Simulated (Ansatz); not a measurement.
**ZrH3: density, localisation and related maps**

The calculation's input:

```
crystal:
  lattice:
    - [3.1606119803, 0.0, 0.0]
    - [0.0, 3.1606119803, 0.0]
    - [0.0, 0.0, 3.1606119803]
  atoms:
    - { symbol: Zr, position: [0.0, 0.0, 0.0] }
    - { symbol: H, position: [0.0, 0.5, 0.5] }
    - { symbol: H, position: [0.5, 0.0, 0.5] }
    - { symbol: H, position: [0.5, 0.5, 0.0] }
basis:
  ecutwfc: 420
kpoints:
  mp_grid: { grid: [14, 14, 14] }
hamiltonian:
  xc: pbesol
scf:
  occupations: { method: gaussian, width: 0.1 }
output:
  forces: true
  stress: true
  eigenvalues: true
  populations: true
  write_density: true
  write_potential: true
  elf: true
  volumetric_format: npy
```

Run with:

```sh
ansatz run input.yaml --threads 1 --pin off --max-ram 1331MiB --backend cpu --events-out ev --progress --plain --runs-dir out
```

Below, planes, directions and counts refer to the conventional cell (a = 3.16 Å, b = 3.16 Å, c = 3.16 Å, α = 90.00°, β = 90.00°, γ = 90.00°).

Space group Pm-3m; a structure from a database of computed crystals, not necessarily the ambient phase; changed on purpose from its base cell (strained and moved within a subgroup); computed pressure about −8 GPa in this cell; computed without spin polarisation.

Theory: DFT PBEsol, scalar-relativistic, plane waves, PAW (Ansatz 0.2.0).

The density is the valence pseudo-density of a PAW calculation; it isn't the true density close to the nuclei.

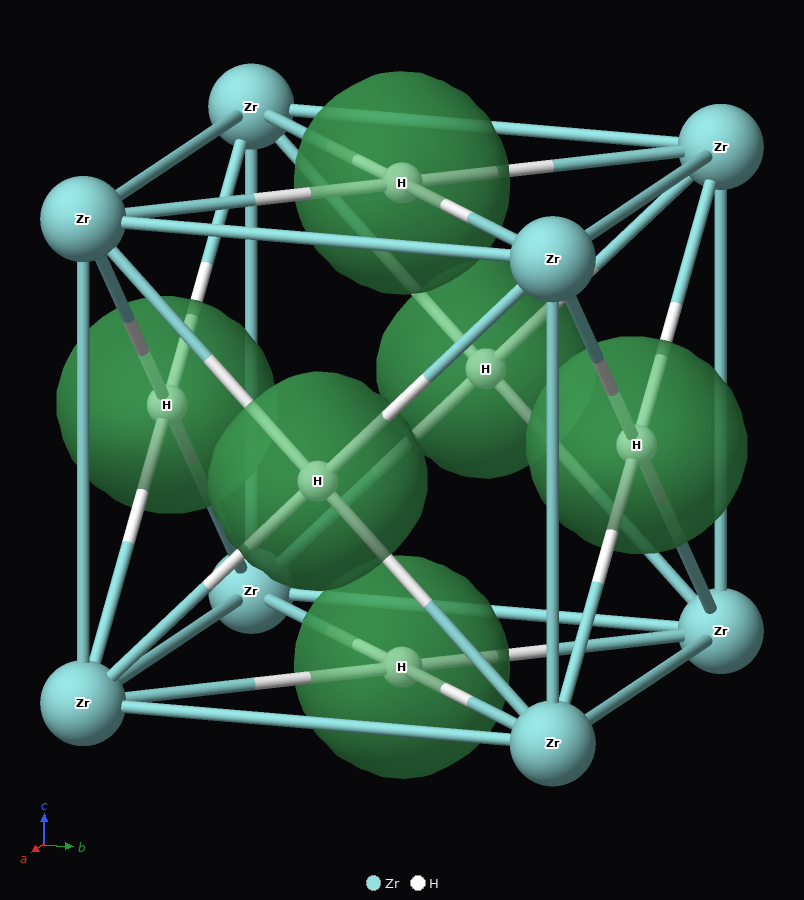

Figure 1. Isosurface of the ELF at 0.75 (green), seen slightly off an axis. Only the valence region is drawn (cores and ρ < 0.01 e/Å³ removed). Sticks mark near contacts.

> Identify the bonds, lone pairs and shells in this picture.

At this value the surface marks out three regions around hydrogen nuclei, counted in one cell of 4 atoms. Any copies at cell faces, edges or corners count once.


Zr–H (2.23 Å): the ELF climbs to about 1 towards the hydrogen. Zr–Zr (3.16 Å): the ELF is about 0.30 at the midpoint; no localised pair shows between them.

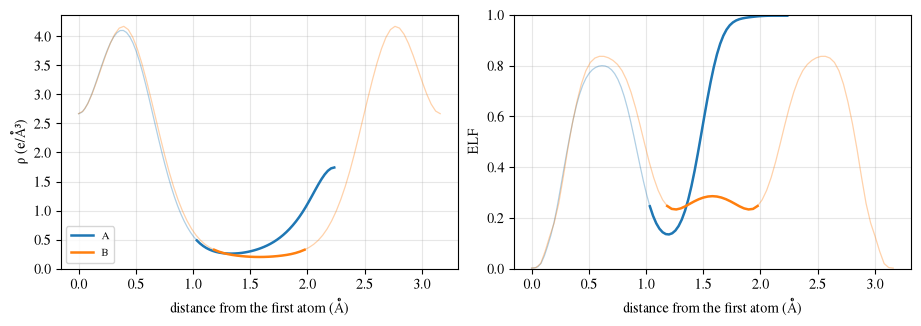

Figure 2. Valence charge density (pseudo) and electron localisation function along straight lines between neighbouring atoms. Thin, pale parts lie inside the atomic spheres.

> Which curve belongs to which contact (Zr–H and Zr–Zr)? The first atom named is at distance zero.

Curve A: Zr–H (2.23 Å): the density is about 0.35 e/Å³ at the midpoint; the ELF climbs to about 1 towards the hydrogen. Curve B: Zr–Zr (3.16 Å): the density is about 0.2 e/Å³ at the midpoint; the ELF is about 0.30 at the midpoint (no shared electron pair shows on this line).

> Metal or insulator at this level of theory?

It is gapless in this calculation (a metal or semimetal).
